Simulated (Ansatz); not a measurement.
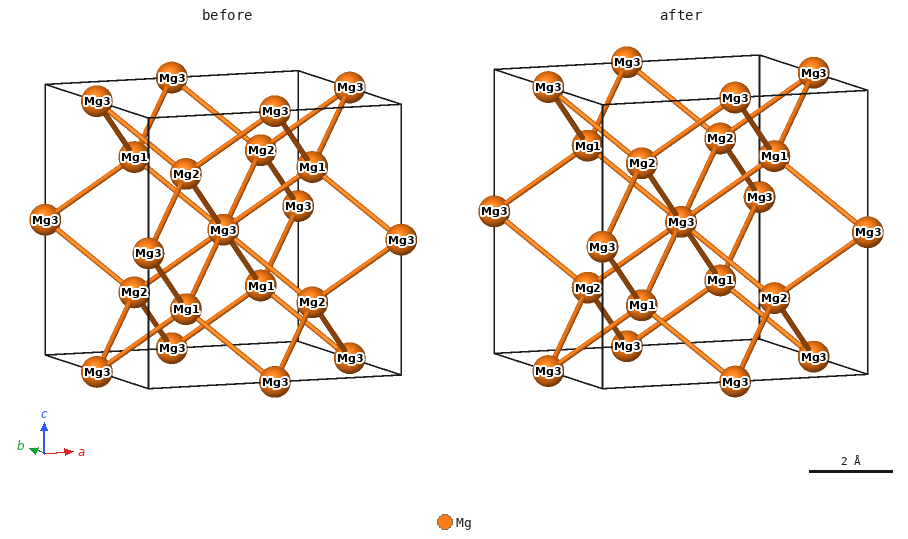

The structure of crystalline Mg (a generated structure, set up in Fm-3m) (coarse preliminary run) before (left) and after (right) a relaxation, at one scale.

A ball-and-stick model of the conventional cell (4 times the calculation's cell), seen slightly off an axis. Lengths and directions refer to the drawn axes.

All numbers below come from Ansatz 0.2.0, DFT PBE, scalar-relativistic, plane waves, PAW. (plane-wave cutoff 420 eV; k-point mesh 4 × 4 × 4; occupations gaussian; smearing width 0.1 eV; no spin polarisation; cell and atoms relaxed; force threshold 0.04 eV/Å; at most 70 steps)

What changed between the two?

After 2 accepted moves (3 points after the start) the energy has fallen by 0.160 eV per cell of the calculation. All forces vanish by symmetry, so only the cell relaxes. The pressure goes from 4.89 to 0.14 GPa. The SCF was repeated once at an unchanged geometry on a basis and grid sized afresh for the cell, which shifted the energy by 0.3 meV per cell of the calculation at most. The atoms keep their places relative to the cell (all moves are under 0.005 Å). The drawn cell changes as follows: a = b = c 6.634 → 6.961 Å (+4.9 %); the volume changes by +15.5 %. Some distances before and after: Mg1–Mg3 2.873 → 3.014 Å. The space group stays Fm-3m (No. 225).
